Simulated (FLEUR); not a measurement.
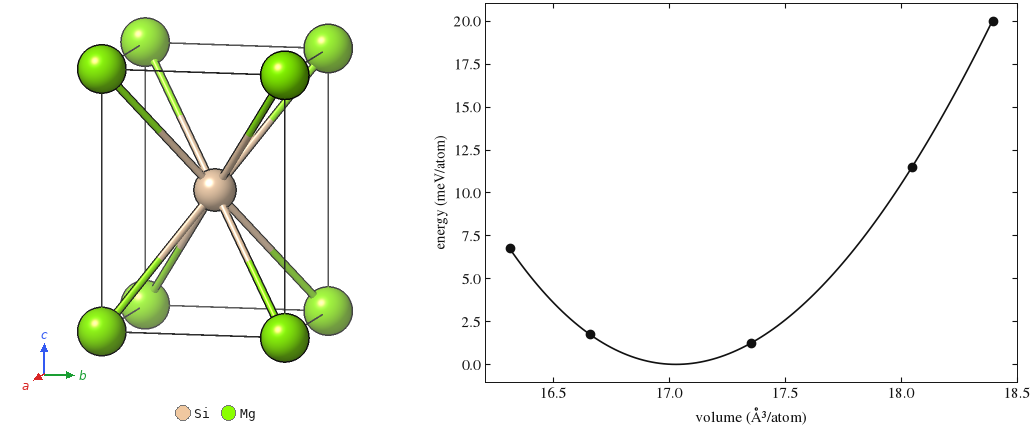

The figure shows the energy against volume for MgSi, space group P4/mmm (No. 123). The conventional cell is drawn beside the plot.

Cell as given: a = 2.908 Å, b = 2.908 Å, c = 4.103 Å, α = 90.00°, β = 90.00°, γ = 90.00°; 2 atoms.

How it was computed, with FLEUR MaX-R8.1 (later development tree): all-electron LAPW DFT, no spin polarisation; energies at scaled volumes of the given cell, shape and fractions fixed, counted from the fit's minimum, third-order Birch-Murnaghan fit. Level: r2SCAN.

```tsv
setting	value
k mesh	9×9×7
occupations	Fermi–Dirac
smearing width	0.05 eV
potentials	all electron
program settings	basis FLAPW, kmax 4.1 1/bohr
```

Give the fitted equation-of-state parameters.

Answer. A third-order Birch–Murnaghan fit gives V0 = 17.03 Å³/atom, B0 = 66.6 GPa and B′ = 4.0.

Keep in mind: shape and atomic fractions are frozen while scaling, which makes layered, chain and framework solids too stiff.

The computed values:

```json
{"volume (Å³/atom)": "16.31", "energy (meV/atom)": "6.74"}
{"volume (Å³/atom)": "16.66", "energy (meV/atom)": "1.75"}
{"volume (Å³/atom)": "17.35", "energy (meV/atom)": "1.23"}
{"volume (Å³/atom)": "18.05", "energy (meV/atom)": "11.49"}
{"volume (Å³/atom)": "18.40", "energy (meV/atom)": "19.99"}
```
